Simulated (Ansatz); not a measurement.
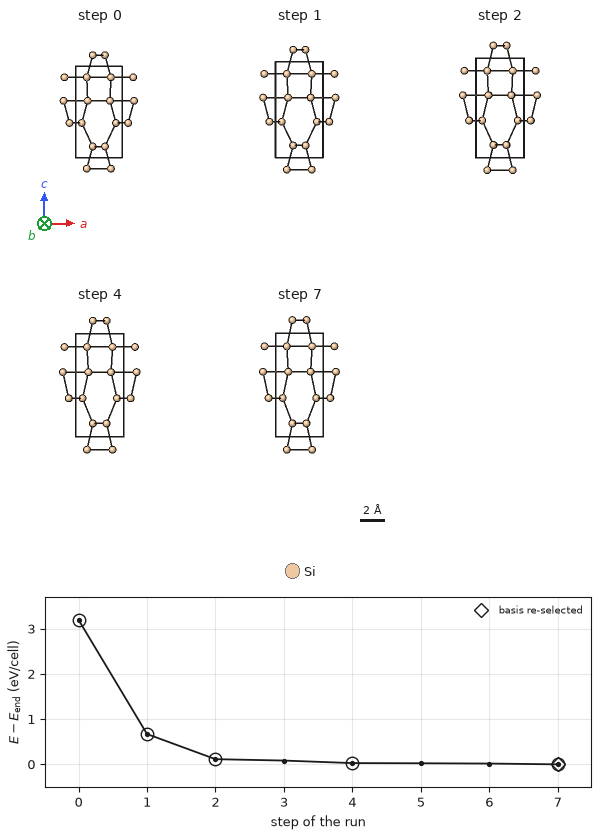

Frames of a relaxation of a crystal of Si (a generated structure, set up in Ccce) (coarse preliminary run), marked on the history of the run. The picture is a ball-and-stick view of the cell of the calculation, seen along the b axis.

These are results of Ansatz, DFT PBE, scalar-relativistic, plane waves, PAW, not measurements.

Input
```yaml
crystal:
  lattice:
    - [2.75082475, -2.95381167, 0.0]
    - [2.75082475, 2.95381167, 0.0]
    - [0.0, 0.0, 7.92168206]
  atoms:
    - { symbol: Si, position: [0.25974399, 0.13154399, 0.62123699] }
    - { symbol: Si, position: [0.36845601, 0.24025601, 0.12123699] }
    - { symbol: Si, position: [0.74025601, 0.86845601, 0.62123699] }
    - { symbol: Si, position: [0.75974399, 0.63154399, 0.87876301] }
    - { symbol: Si, position: [0.63154399, 0.75974399, 0.12123699] }
    - { symbol: Si, position: [0.24025601, 0.36845601, 0.87876301] }
    - { symbol: Si, position: [0.86845601, 0.74025601, 0.37876301] }
    - { symbol: Si, position: [0.13154399, 0.25974399, 0.37876301] }
basis:
  ecutwfc: 420
kpoints:
  mp_grid: { grid: [4, 4, 2] }
hamiltonian:
  xc: pbe
scf:
  occupations: { method: gaussian, width: 0.1 }
  lower_state_search: "off"
output:
  forces: true
  stress: true
  eigenvalues: true
relax:
  adjacent_minimum: "off"
  f_tol: 0.04
  max_steps: 70
  cell: { stress_tol: 0.4 }
```

Command:
```bash
ansatz run input.yaml --threads 1 --pin off --max-ram 2560MiB --backend cpu --events-out ev --progress --plain --runs-dir out
```

Question: Describe the path.

Answer: The largest moves relative to the cell, 0.089 Å, are those of 8 atoms (Si1, Si2, Si3, Si4 and others). Si5 goes along [3 1 1]. Cell: a = b 4.036 → 4.133 Å (+2.4 %), c 7.922 → 8.964 Å (+13.2 %), γ 94.1° → 93.8°. Volume +18.7 %. Some distances before and after: Si1–Si7 2.885 → 3.265 Å, Si1–Si8 2.065 → 2.388 Å, Si1–Si3 2.282 → 2.439 Å, Si1–Si6 2.257 → 2.362 Å. Bond angles that change, for instance: Si6–Si2–Si8 135.9° → 143.3°, Si5–Si2–Si5 124.6° → 118.8°, Si5–Si2–Si6 110.7° → 106.8°. The space group stays Ccce (No. 68). Over 6 accepted moves (7 points after the start) the energy falls by 3.198 eV per cell of the calculation. The largest force component goes from 3.1 to 0.0069 eV/Å. Pressure: 30.09 GPa at the start and 0.16 GPa at the end. The SCF was repeated once at an unchanged geometry on a basis and grid sized afresh for the cell, which shifted the energy by 17.6 meV per cell of the calculation at most. The run took 57 s on 1 thread of Intel(R) Xeon(R) Processor @ 2.50GHz (Skylake/Cascade Lake), with other jobs on the host, peak memory 0.4 GiB. From step 0 to 1: Si atoms move most (0.04 Å), volume +10.1 %, energy −2.527 eV per cell of the calculation. From step 1 to 2: Si atoms move most (0.02 Å), volume +7.3 %, energy −0.556 eV per cell of the calculation. From step 2 to 4: Si atoms move most (0.04 Å), volume +2.0 %, energy −86.6 meV per cell of the calculation. From step 4 to 7: Si atoms move most (0.02 Å), volume −1.5 %, energy −27.9 meV per cell of the calculation.

```csv
step,"E − E(0), meV/atom","largest force component, eV/Å","pressure, GPa","volume, Å³/atom",note
0,0.00,3.1001,30.09,16.092,
1,-315.86,0.6230,11.60,17.716,
2,-385.42,0.2216,2.88,19.005,
3,-389.24,0.2364,-0.53,19.314,
4,-396.24,0.1037,-0.44,19.391,
5,-396.73,0.0435,-0.60,19.127,
6,-397.53,0.0069,0.03,19.097,
7,-399.73,0.0069,0.16,19.097,"same geometry, new basis"
```

Limits of the set-up: the k-point mesh is coarse for a cell with partly filled bands.
